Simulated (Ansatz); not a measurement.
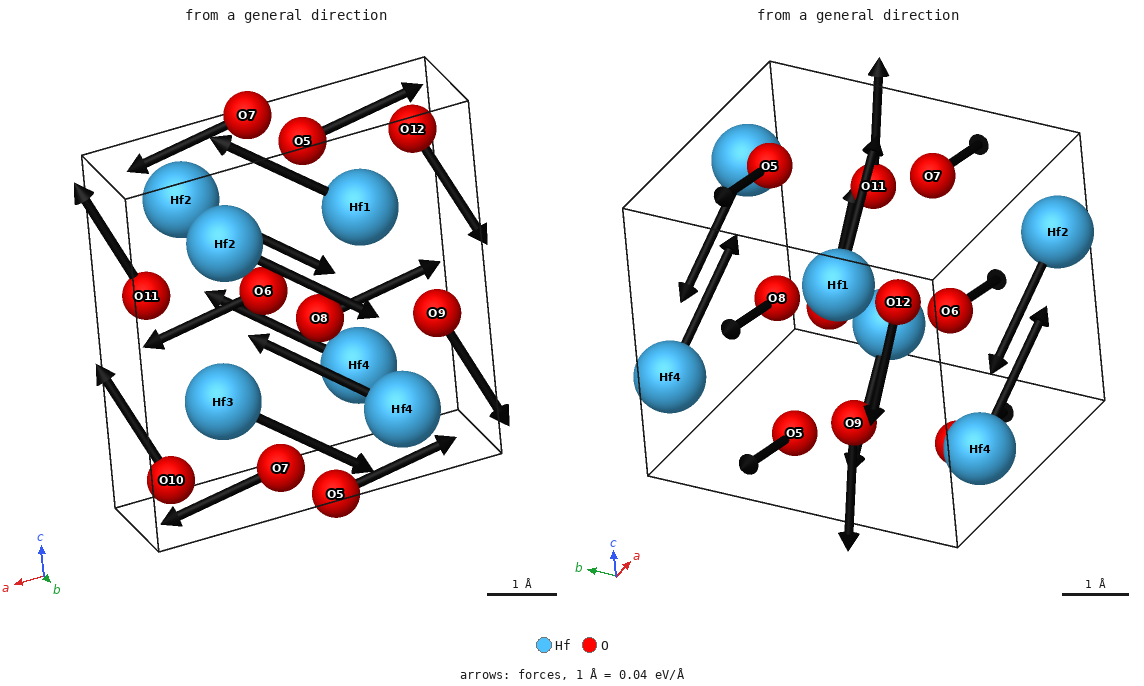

Structure drawing (spheres-only), viewed from two general directions. Atoms at the boundary of the simulation cell (the box) are drawn once for each face, edge or corner they touch. The arrows are the computed forces on the atoms.

System: HfO$_{2}$. Computational set-up: DFT, PBE, plane waves, PAW in Ansatz, a cutoff energy of 420 eV, a 6×6×6 k-point mesh, Fermi-Dirac smearing of 0.02 eV, no spin polarisation.

Question: Are the forces small enough to call this converged?

Answer: No. The atoms still feel forces of up to about 0.079 eV/Å, above a usual threshold of 0.01 to 0.03 eV/Å.

Origin of the cell: a structure listed in the Materials Project. The cell was then strained or its atoms displaced on purpose. It went into a calculation with Ansatz.
